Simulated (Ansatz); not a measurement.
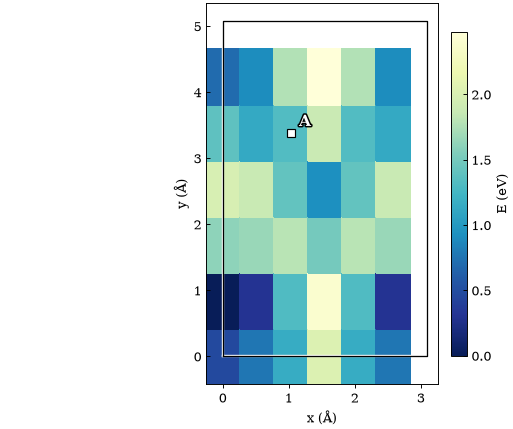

C on a SiC(100) slab cut from the P6_3mc phase, its upper half relaxed before the scan (8 atoms of substrate and one adsorbate in a 1 × 1 cell). 
- C is moved over the surface cell; relaxed at each place: the height of the adsorbate's atoms; substrate rigid; the origin of the map has the adsorbate above C8.
- Places are given modulo a cell vector. The map is drawn in real space over the plane of the surface.
- The grid has 6 × 6 points; 24 points were computed and 12 follow by symmetry.
- Energies are in eV, from the lowest grid point.
- Energies and slopes of some neighbouring points disagree (a jump in structure or state, or too coarse a mesh). The magnetic moment jumps between some neighbouring points. With one adsorbate in each 1 × 1 cell, its nearest image is 3.1 Å away, so neighbouring adsorbates interact.
- Level of theory: DFT PBE, scalar-relativistic, plane waves, PAW in Ansatz. Settings: cutoff 420 eV, k-mesh 9×5×1, gaussian smearing 0.05 eV, spin-polarised.

Drawn: one coloured cell a grid point, the outline of one cell of the plane, the point A.

Is A at rest? If not, where is it pushed?

A, at (2/6, 4/6) of the cell vectors, is not a stationary point. The computed force is 2.1 eV/Å in the plane, pointing down and left in the picture (components −1.6 and −1.4 eV/Å).

PAW datasets: the set soft_1.
